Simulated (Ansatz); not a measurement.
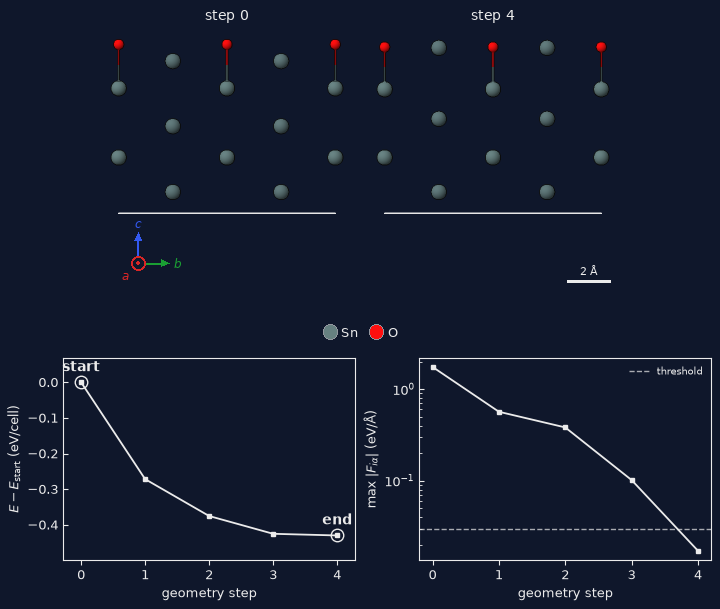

First and last geometry of a constrained relaxation of a slab of composition Sn5O (cut from the I4/mmm phase), with the history of the run. Style: ball-and-stick. Shown: the 2 × 2 repeat of the cell, outlined in the plane, without the vacuum, along the a axis.

Case: O put over a Sn atom of a lower plane. The slab is the (1 0 0) face of Sn with O on it. 2 atoms are held fixed.

The calculation used DFT PBEsol, scalar-relativistic, plane waves, PAW (Ansatz).

The input:
```yaml
crystal:
  lattice:
    - [3.234653267, 0.0, 0.0]
    - [0.0, 5.0677589036, 0.0]
    - [0.0, 0.0, 25.469306534]
  atoms:
    - { symbol: Sn, position: [0.5, 0.5, 0.3337350386] }
    - { symbol: Sn, position: [0.0, 0.0, 0.3972360464] }
    - { symbol: Sn, position: [0.5, 0.5, 0.454673128] }
    - { symbol: Sn, position: [0.0, 0.0, 0.524304631] }
    - { symbol: Sn, position: [0.5, 0.5, 0.5742920132] }
    - { symbol: O, position: [0.0, 0.0, 0.6049171109] }
basis:
  ecutwfc: 420
kpoints:
  mp_grid: { grid: [9, 6, 1] }
hamiltonian:
  xc: pbesol
scf:
  occupations: { method: gaussian, width: 0.1 }
output:
  forces: true
  eigenvalues: true
  write_density: true
  write_potential: true
  elf: true
  volumetric_format: npy
relax:
  adjacent_minimum: "off"
  f_tol: 0.03
  max_steps: 70
  constraints: [{ sites: [0, 1] }]
efield:
  axis: 3
  dipole_correction: true
  ramp_width: 0.04
```

Command:
```bash
ansatz run input.yaml --threads 2 --pin off --max-ram 5120MiB --backend cpu --events-out ev --progress --plain --runs-dir out
```

> What do the curves and the structures tell?

It converged. The largest move is that of Sn5, 0.62 Å along the normal (+c). Largest moves by element: Sn 0.62 Å, O 0.12 Å. The cell doesn't change. Among the contacts that change: Sn4–O6 2.053 → 1.975 Å. After 4 geometry steps the energy has fallen by 0.430 eV per cell of the calculation. The largest force component goes from 1.7 to 0.017 eV/Å. The run took 2.2 min on 2 threads of Arm Neoverse V2, with other jobs on the host, peak memory 0.73 GiB.

Limits of the set-up: the periodic images lie only 3.2 Å apart, so the values are limited by the cell's size.
